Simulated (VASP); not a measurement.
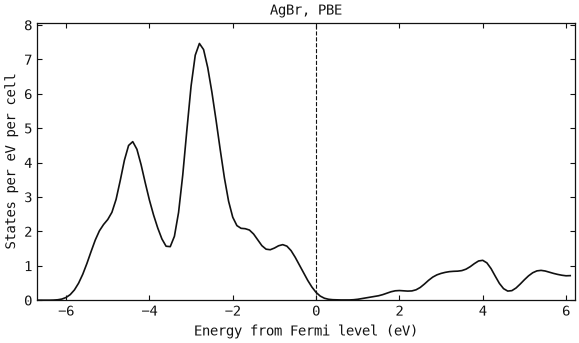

Density of states. Energies are counted from the Fermi level. The DOS curve is built from the levels of the k mesh with Gaussians 0.55 eV wide, which also blur the band edges; ripples of that width can come from the mesh.

System: rocksalt AgBr, space group Fm-3m (No. 225), 2 atoms in the primitive cell.

```cif
data_structure
_symmetry_space_group_name_H-M 'P 1'
_symmetry_Int_Tables_number 1
_cell_length_a 4.0112
_cell_length_b 4.0112
_cell_length_c 4.0112
_cell_angle_alpha 60.000
_cell_angle_beta 60.000
_cell_angle_gamma 60.000
_cell_volume 45.64
loop_
_atom_site_label
_atom_site_type_symbol
_atom_site_fract_x
_atom_site_fract_y
_atom_site_fract_z
_atom_site_occupancy
Ag1 Ag 0.00000 0.00000 0.00000 1
Br1 Br 0.50000 0.50000 0.50000 1
```

Level of theory: PBE, VASP PAW PBE potentials, release 64 (Ag, Br), no spin polarisation, no spin-orbit coupling, 8×8×8 k mesh, 520 eV cutoff; code VASP 6.6.1.

Is there a gap at the Fermi level, and how wide?

There is a gap; over the k points computed it is 0.67 eV (indirect; the smallest direct gap on the k mesh is 2.73 eV).

Where is the tallest peak of the filled states in the window?

Within the window shown, the tallest peak of the filled states lies 2.6 eV under the valence-band top, at about 7.5 states per eV and cell.

Spin-orbit coupling is left out, which matters for Br. LDA, GGA and most meta-GGA functionals understate gaps. The cell is at 4 GPa in this functional. The cell was derived from a database entry in an earlier step, so it needn't be the measured one.
